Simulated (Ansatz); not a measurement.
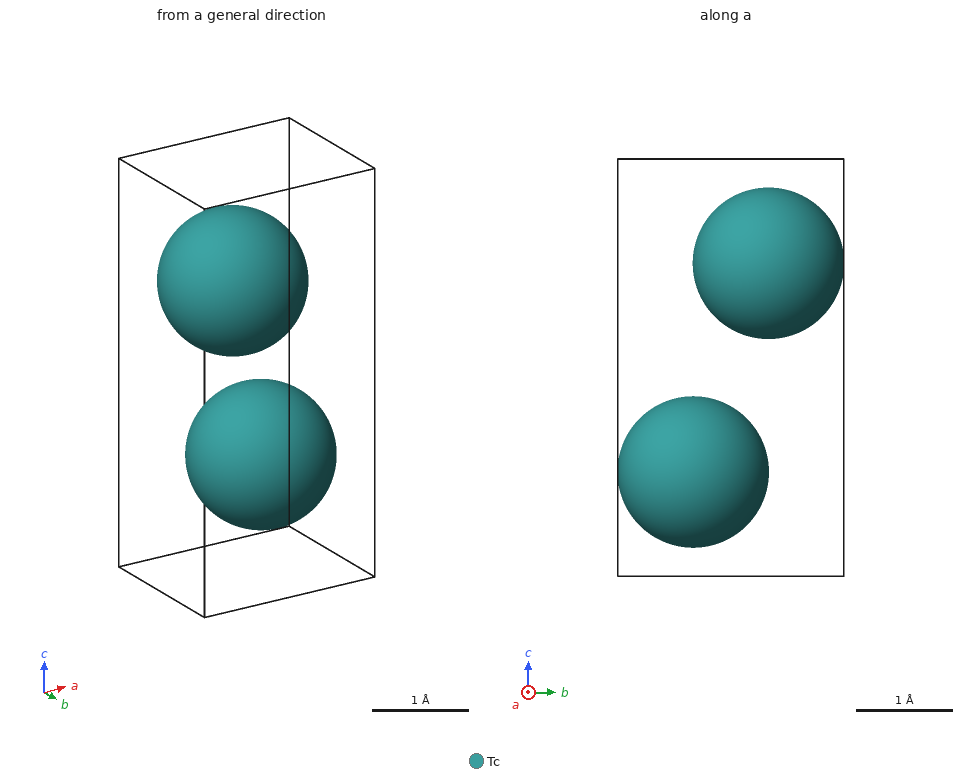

Structure drawing (spheres-only), viewed from a general direction and along the a axis. The conventional unit cell is outlined; an atom on or near a face, edge or corner is repeated at each equivalent position.

Q: How many atoms does the box hold, once sharing is allowed for?

A: 2 (technetium), counting shared atoms by their share.

Q: Give the crystal system and centring.

A: Primitive hexagonal.

Q: Name the space group.

A: P6_3/mmc (No. 194), with Tc on 2d.

Q: Identify the structure type.

A: Hexagonal close-packed (Mg type).

It derives from the standard structure of this element. The cell was then strained or its atoms displaced on purpose. It was relaxed at fixed volume with Ansatz, DFT r2SCAN, scalar-relativistic, plane waves, PAW.

At this level of theory the cell isn't at rest (compressed, at 5 GPa), so its distances can differ from those at equilibrium, the more so the softer the solid.
